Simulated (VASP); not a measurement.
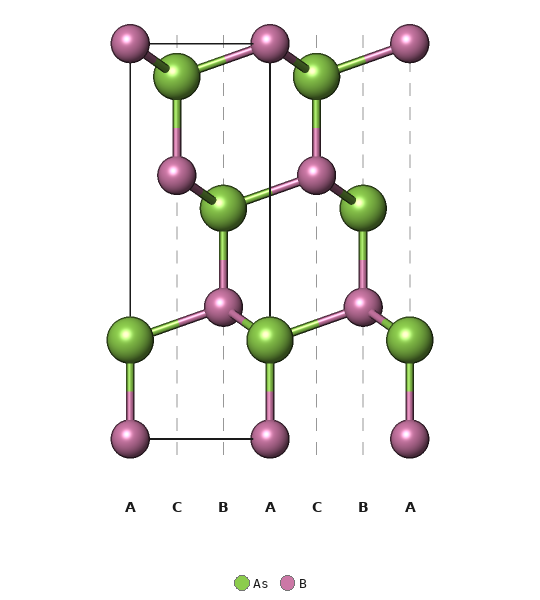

Projection along an edge of the hexagonal mesh, stacking direction [111] upwards. The dashed lines mark the three columns A (0, 0), B (1/3, 2/3) and C (2/3, 1/3). The box is the hexagonal cell of the face-centred cubic lattice. The sequence starts with the first layer at or above the cell's origin.

BAs (space group F-43m, No. 216): the end point of a relaxation with VASP 6.6.1, VASP Kohn-Sham DFT of a periodic cell, HSEsol, VASP PAW PBE potentials, recommended.

Give the sequence of layers in one repeat, with element and column.

Answer. B(A) – As(A) – B(B) – As(B) – B(C) – As(C) (six layers in 8.23 Å).
